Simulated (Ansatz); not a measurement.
# GaP: what the fields show

Input file:

```
crystal:
  lattice:
    - [0.0, 2.8301135452, 2.6037044616]
    - [2.8301135452, 0.0, 2.6037044616]
    - [2.8301135452, 2.8301135452, 0.0]
  atoms:
    - { symbol: Ga, position: [0.0, 0.0, 0.0] }
    - { symbol: P, position: [0.75, 0.75, 0.75] }
basis:
  ecutwfc: 420
kpoints:
  mp_grid: { grid: [10, 10, 10] }
hamiltonian:
  xc: pbe
scf:
  occupations: { method: gaussian, width: 0.05 }
output:
  forces: true
  stress: true
  eigenvalues: true
  write_density: true
  write_potential: true
  elf: true
  volumetric_format: npy
```

Command:

```sh
ansatz run input.yaml --threads 1 --pin off --max-ram 2560MiB --backend cpu --events-out ev --progress --plain --runs-dir out
```

Below, planes, directions and counts refer to the conventional cell (a = 4.00 Å, b = 4.00 Å, c = 5.21 Å, α = 90.00°, β = 90.00°, γ = 90.00°).

Space group I-4m2.

The calculation used Ansatz, DFT PBE, scalar-relativistic, plane waves, PAW.

In a PAW calculation such maps are meaningful between the atoms, not at the nuclei.

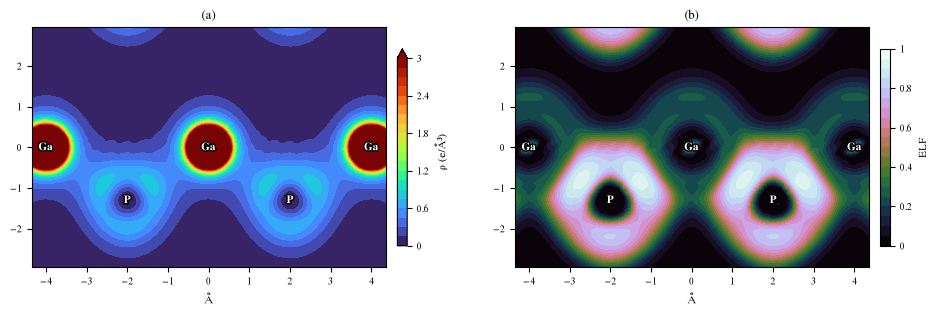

Figure 1. (a) valence charge density (pseudo); (b) electron localisation function on the (100) plane of the conventional cell.

What does the map show?

Answer. Atoms in the plane: Ga and P.
Ga–P (2.39 Å): the density is about 0.52 e/Å³ at the midpoint; the ELF peaks at about 0.90 in the valence shell of P, 0.9 Å from its nucleus, and is about 0.75 at the midpoint.
Between the atoms the lowest density in this plane is 0.02 e/Å³.
The features right at Ga lie inside the PAW spheres, where the map follows smoothed inner orbitals and isn't to be read closely.

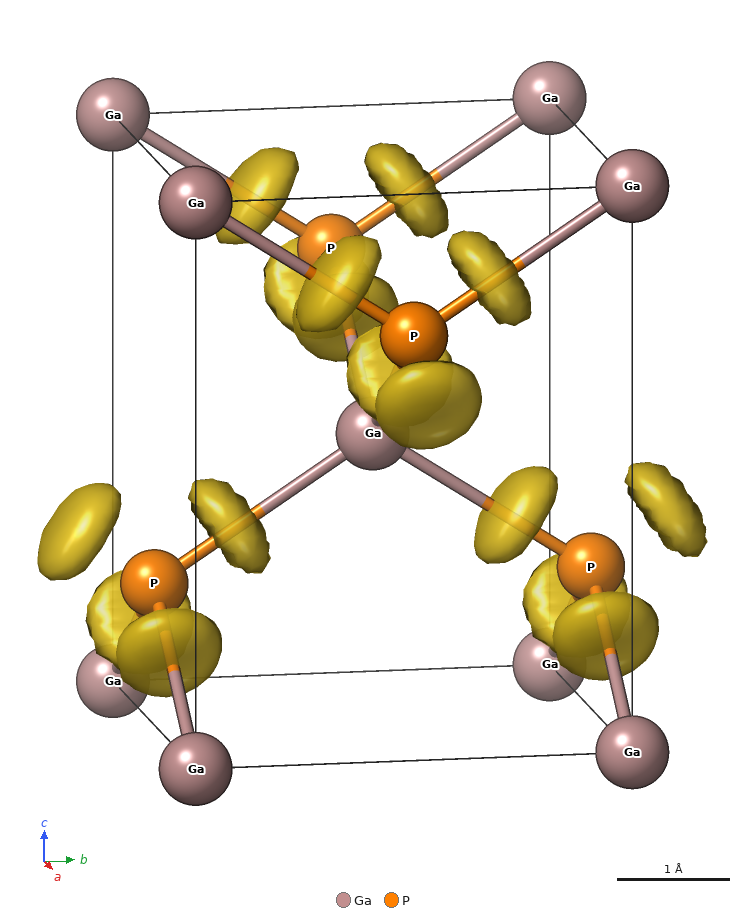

Figure 2. Isosurface of the ELF at 0.85 (yellow), seen slightly off an axis. Only the valence region is drawn (cores and ρ < 0.01 e/Å³ removed). Sticks mark near contacts.

Where are the electrons localised?

Answer. At this value the surface marks out eight lobes of the valence shell of P pointing towards Ga (polar bonds), counted in one cell of 4 atoms. Any copies at cell faces, edges or corners count once.

Metal or insulator at this level of theory?

Answer. It is gapped, with a Kohn–Sham gap of 0.90 eV on the k-point mesh (the band edges may lie off the mesh, which would make the gap smaller).
